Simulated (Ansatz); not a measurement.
**AlCu: single-point calculation**

- system: AlCu (Pm-3m, 2 atoms in the cell)
- method: DFT, PBEsol, plane waves, PAW, Ueff = -5 eV on Cu d, no spin polarisation (Ansatz 0.2.0)

The structure derives from a Materials Project entry. Some settings of this run were made unusual or wrong on purpose.

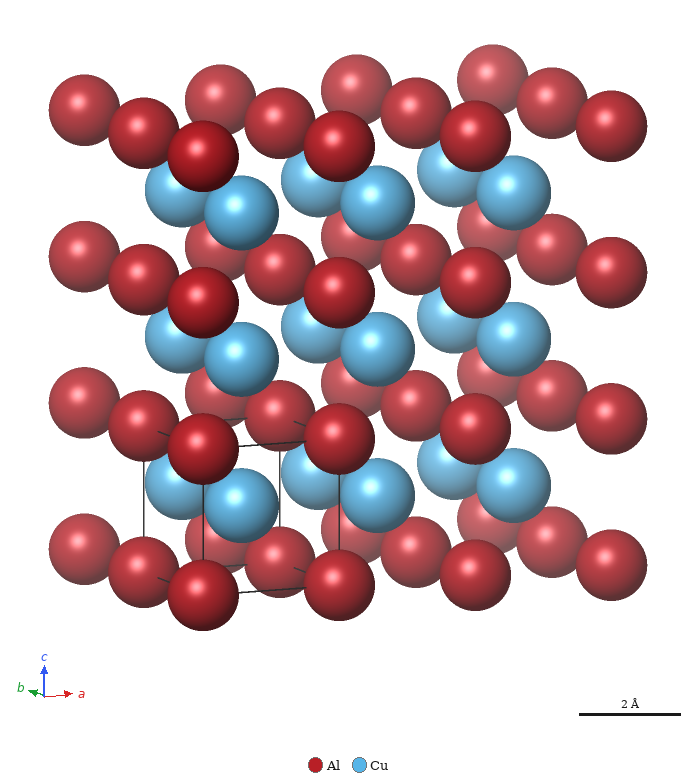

*The structure as given in the input (spheres-only view of the cell of the calculation, repeated 3 × 2 × 3, seen slightly off an axis). An atom can appear more than once, as a periodic image.*

## The input
```yaml
crystal:
  lattice:
    - [2.9560037107, 0.0, 0.0]
    - [0.0, 2.9560037107, 0.0]
    - [0.0, 0.0, 2.9560037107]
  atoms:
    - { symbol: Al, position: [0.0, 0.0, 0.0] }
    - { symbol: Cu, position: [0.5, 0.5, 0.5] }
basis:
  ecutwfc: 420
kpoints:
  mp_grid: { grid: [20, 20, 20] }
hamiltonian:
  xc: pbesol
  hubbard: { sites: [{ species: Cu, l: d, u_eff: -5.0 }] }
scf:
  occupations: { method: gaussian, width: 0.15 }
  max_iter: 75
output:
  forces: true
  eigenvalues: true
  stress: true
```

Run on 2 threads of AMD EPYC (Zen 3), 189 GiB of memory available, shared host.

Launched with:
```bash
ansatz run input.yaml --threads 2 --pin off --max-ram 5120MiB --backend cpu --events-out ev --progress --plain --runs-dir out
```

## Output
```
Al: projections on atomic orbitals take those of the free atom [Ne] 3s2 3p1, of charge +0.00 (hamiltonian.pseudopotentials.projection_atoms); the dataset's partial waves leave at most 3.3e-8 of an orbital's norm unspanned inside its sphere
Cu: projections on atomic orbitals take those of the free atom [Ne] 3s2 3p6 3d10 4s1, of charge +0.00 (hamiltonian.pseudopotentials.projection_atoms); the dataset's partial waves leave at most 2.0e-6 of an orbital's norm unspanned inside its sphere
Engine: ansatz 0.2.0, x86_64-unknown-linux-gnu
Pseudopotentials: kind: paw
Pseudopotential: Al, paw, valence charge 3, recommended cutoff 420 eV (normal), Al.paw.azcp
Pseudopotential: Cu, paw, valence charge 19, recommended cutoff 420 eV (normal), Cu.paw.azcp
Functional definition: PBEsol
  exchange = pbesol_x
  correlation = pbesol_c
Crystal: 2 atoms, lattice volume = 25.829 Å³
Basis set: ecut = 420 eV, 485 PW (Γ), exchange–correlation on 40×40×40 points (8 copies of the dense FFT grid, shifted against one another)
Bands: 15, of which v1, the nominal top of the filled ones, is band 11 counted from 1 (10 counted from 0)
Symmetry: 48 space group operations
Space group: Pm-3m (ITA 221), of the structure as read, at distance tolerance 3.0e-5 Å
k-points: 286 of 8000
Non-local potential: Al, projectors of the file, l = 0: 2, l = 1: 2, l = 2: 1
Non-local potential: Cu, projectors of the file, l = 0: 3, l = 1: 2, l = 2: 3, l = 3: 1
PAW form: soft (Blöchl's): semilocal exchange-correlation on the pseudo side does not see the compensation charge
PAW frozen core: Al, regenerated for the run's functional, and the local potential with it (the file was generated under x = pbe(κ = 0.804, μ = 0.2195149727645171), c = pbe(β = 0.06672455060314922))
PAW frozen core: Cu, regenerated for the run's functional, and the local potential with it (the file was generated under x = pbe(κ = 0.804, μ = 0.2195149727645171), c = pbe(β = 0.06672455060314922))
PAW one-centre angular grid: Al, 110 points (default); XC on 64 Gauss nodes
PAW one-centre angular grid: Cu, 590 points (default); XC on 64 Gauss nodes
Initial density: superposition of atomic densities (chi_scale 0.1, normalization cell, long waves kept (reshape's long-wave potential 0.00 eV rms))
Initial wavefunctions: pseudopotential atomic-orbital guess
Functional: x = pbesol(κ = 0.804, μ = 0.12345679012345678), c = pbesol(β = 0.046)
SCF iter   1: F=—  HF=-7119.699382 eV  |F-HF|=—  |Δ(HF+E_count)|=         —  Δρ=5.27e-1  dr2=5.14e1  ethr=3.10e-3  ⟨swp⟩=4.1  Hψ=19081  notcnv=0
preconditioner: auto → none  [metal: Δε(μ)=0.008 eV  Ē_g=7.402 eV  σ=0.150 eV  W_gap=0.03  n_scr=6 (ndim 8)  ℏωp=27.3 eV  f_vac=0.000  D(μ)=1.81/eV (n_scr^D=18)  sad-step TF]
SCF iter   2: F=—  HF=-7125.203617 eV  |F-HF|=—  |Δ(HF+E_count)|=    5.50e0  Δρ=4.50e-1  dr2=2.62e1  ethr=3.10e-3  ⟨swp⟩=4.0  Hψ=16873  notcnv=0  defer=4
SCF iter   3: F=—  HF=-7114.830787 eV  |F-HF|=—  |Δ(HF+E_count)|=    1.04e1  Δρ=1.14e-1  dr2=1.90e0  ethr=3.10e-3  ⟨swp⟩=3.2  Hψ=13715  notcnv=0  defer=28
SCF iter   4: F=—  HF=-7114.463741 eV  |F-HF|=—  |Δ(HF+E_count)|=   3.67e-1  Δρ=1.08e-2  dr2=2.59e-2  ethr=3.10e-3  ⟨swp⟩=2.0  Hψ=9382  notcnv=0  defer=21
SCF iter   5: F=—  HF=-7114.489640 eV  |F-HF|=—  |Δ(HF+E_count)|=   2.59e-2  Δρ=2.96e-2  dr2=1.48e-1  ethr=1.18e-4  ⟨swp⟩=2.0  Hψ=9471  notcnv=0  defer=21
SCF iter   6: F=—  HF=-7114.469770 eV  |F-HF|=—  |Δ(HF+E_count)|=   1.99e-2  Δρ=3.89e-3  dr2=3.36e-3  ethr=1.18e-4  ⟨swp⟩=2.0  Hψ=6937  notcnv=0  defer=21
SCF iter   7: F=—  HF=-7114.469355 eV  |F-HF|=—  |Δ(HF+E_count)|=   4.16e-4  Δρ=2.32e-3  dr2=1.07e-3  ethr=1.53e-5  ⟨swp⟩=1.0  Hψ=5721  notcnv=0  defer=21
SCF iter   8: F=—  HF=-7114.469186 eV  |F-HF|=—  |Δ(HF+E_count)|=   1.69e-4  Δρ=2.60e-4  dr2=1.25e-5  ethr=4.88e-6  ⟨swp⟩=1.6  Hψ=4949  notcnv=0  defer=21
SCF iter   9: F=—  HF=-7114.469174 eV  |F-HF|=—  |Δ(HF+E_count)|=   1.18e-5  Δρ=8.33e-5  dr2=1.37e-6  ethr=5.70e-8  ⟨swp⟩=1.6  Hψ=4742  notcnv=0  defer=21
SCF iter  10: F=-7114.469174 eV  HF=-7114.469174 eV  |F-HF|=1.29e-8  |Δ(HF+E_count)|=   2.13e-7  Δρ=8.19e-6  dr2=1.23e-8  ethr=4.55e-10  ⟨swp⟩=3.4  Hψ=15303  notcnv=0
SCF 1 converged in 10 iterations: F = -7114.469174 eV  dr2 = 1.23e-8
  greatest PAW one-centre occupation: 1.000 electrons in one spin orbital (limit 2), on the Cu atom at site 1 (counted from 0), in its partial waves of l = 0
```

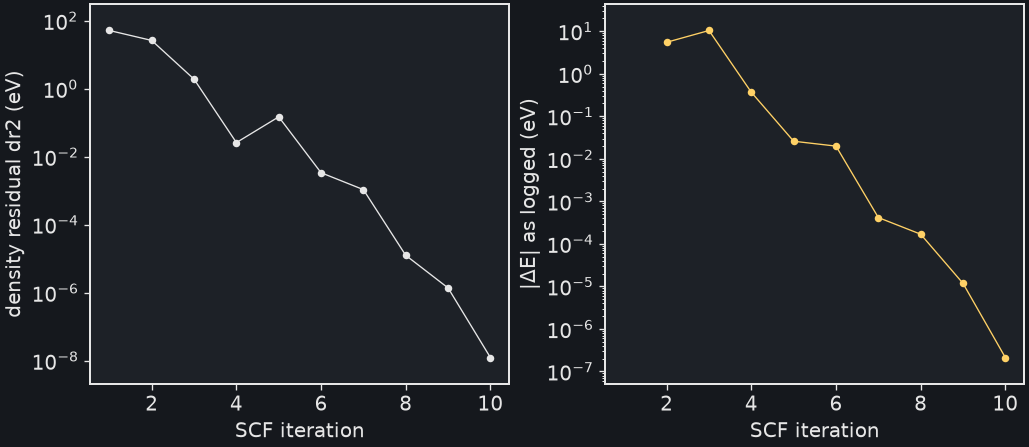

*Convergence of the self-consistent field: density residual dr2 and size of the energy change against the SCF iteration.*

The residual comes down, with one marked jump up, by a factor of about 6, at step 5.

```
SCF converged after 10 iterations
Free energy (F): -7114.469174 eV
Harris-Foulkes:  -7114.469174 eV  (|F-HF|=1.29e-8)
Internal energy: -7114.461727 eV  (E = F + TS)
E sigma→0 (E₀):  -7114.465450 eV
Entropy (-TS):   -0.007447 eV (-3.723 meV/atom)
Fermi energy:    13.795521 eV
--- Per-component energies (eV) ---
  E_band       = -413.293284
  E_kinetic    = 323.763116
  E_local      = -5126.414610  (includes V_loc(G=0)·N_el)
  E_nonlocal   = 391.111087
  E_hartree    = 2280.093587
  E_xc         = -130.378490
  E_vxc        = -147.129968  (∫ρ·V_xc dr)
  E_hubbard    = -0.959496  (on-site DFT+U / exact-exchange correction)
  E_vhub       = 22.076038  (the Hubbard potential's part of the band-sum identity)
  E_paw        = -2072.275731  (= ΣΔE_a)
  E_vpaw       = -436.897092  (= ΣTr[D̂ρ^β])
  E_aug_tail   = 0.000303  (compensation charges beyond the density's cutoff)
  E_ewald      = -2779.626834
  E_core_change = 0.225341  (= ΣΔE_core)
  E_smearing   = -0.007447  (= −TS)
  E_closure    = 0.000000  (closes the sum)
  Σ components = -7114.469174   (vs F -7114.469174, Δ=0.00e0)
--- Forces (eV/Å), atoms counted from 1 ---
  atom   1  Al    -0.00000000    -0.00000000    -0.00000000
  atom   2  Cu     0.00000000    -0.00000000    -0.00000000
  max |Σ_I F_I| component: 1.16e-28 eV/Å
--- Stress (GPa, compression-positive) ---
       -0.403984      -0.000000       0.000000
        0.000000      -0.403984       0.000000
       -0.000000       0.000000      -0.403984
  P = ⅓ Tr σ = -0.4040 GPa (-4.040 kbar)
--- Band table (eV; the first three rows and the last of 286) ---
  k-point 0: bands = ["-101.0859", "-58.5696", "-58.5696", "-58.5696", "1.8182", "10.2800", "10.2800", "11.1345", "11.1345", "11.1345", "17.5757", "17.5757", "17.5757", "19.9689", "19.9689"]
  k-point 1: bands = ["-101.0859", "-58.5698", "-58.5696", "-58.5696", "1.8618", "10.2744", "10.2862", "11.1214", "11.1214", "11.1358", "16.9843", "17.6290", "17.6290", "19.9852", "20.4945"]
  k-point 2: bands = ["-101.0858", "-58.5704", "-58.5695", "-58.5695", "1.9924", "10.2527", "10.3043", "11.0842", "11.0842", "11.1394", "15.8812", "17.7867", "17.7867", "20.0341", "21.3602"]
  k-point 285: bands = ["-101.0845", "-58.5772", "-58.5772", "-58.5772", "9.3356", "9.3356", "9.3356", "11.6889", "11.6889", "14.2213", "14.2213", "14.2213", "15.8977", "16.1464", "16.1464"]
Occupation matrices written to [file]
```

## What the run reported

```tsv
quantity	value
outcome	converged
space group (tolerance 0.01 Å)	Pm-3m (221)
electrons treated	22
free energy	−7114.4692 eV
Fermi energy	13.796 eV
gap on the k-point mesh	none (metallic)
pressure	−0.40 GPa
largest force (length of the vector)	under 0.001 eV/Å
wall time	13 s (CPU time 24 s)
peak memory	0.45 GiB
```

## Diagnosis

A setting was made wrong on purpose: an enormous or negative U (`hamiltonian.hubbard`). Such a U drives the occupations to unphysical values. The run converged all the same; its numbers are those of the faulty input and shouldn't be used.
